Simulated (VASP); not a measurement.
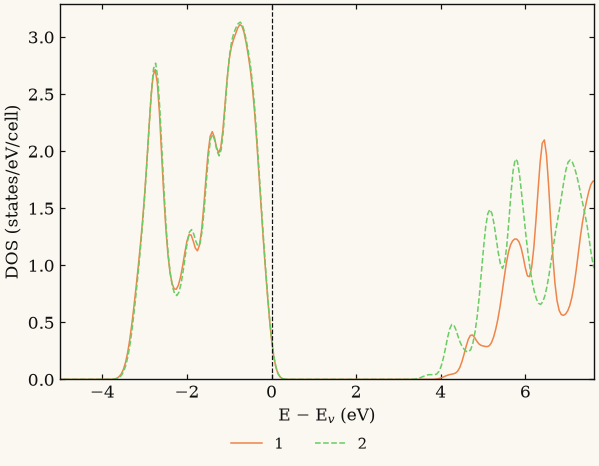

Total densities of states of MgS, space group I-4m2, 2 atoms in the cell, zincblende type, uniaxial (z) strain −5.2%, by two methods on the same cell. The curves are built from the levels of the k mesh with Gaussians 0.3 eV wide, which also blur the band edges. Each is counted from its own valence-band top.

### Which curve is which? The methods: r2SCAN (VASP), PBE (VASP).

1 is r2SCAN (VASP); 2 is PBE (VASP). r2SCAN (VASP) gives a gap of 4.11 eV and PBE (VASP) gives a gap of 3.63 eV.

Settings. r2SCAN (VASP): DFT, r2SCAN, plane waves, PAW, 8×8×8 k mesh, 520 eV cutoff, Gaussian smearing of 0.01 eV (VASP). PBE (VASP): DFT, PBE, plane waves, PAW, 8×8×8 k mesh, 520 eV cutoff, Fermi-Dirac smearing of 0.02 eV (VASP).
